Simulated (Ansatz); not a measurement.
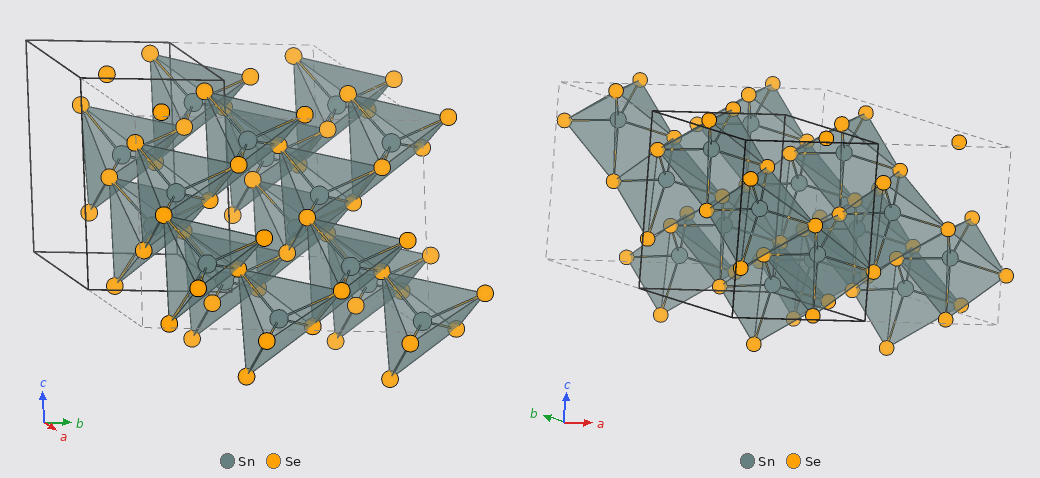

Polyhedra are drawn about Sn (bonds: Se–Sn below 3.2 Å); other atoms are plain spheres. Two views of the same piece.

The compound is SnSe2, taken as the end point of a relaxation with DFT, PBEsol, plane waves, PAW (Ansatz); the starting structure was generated, so it need not be a known form of this composition.

Sharing among the drawn polyhedra:

| site | polyhedron | corner-sharing neighbours | edge-sharing | face-sharing | bond (Å) |
| --- | --- | --- | --- | --- | --- |
| Sn | SnSe5 square pyramid | 4 | 2 | 0 | 2.55–2.82 |

They form a three-dimensional framework of corner- and edge-sharing square pyramids.
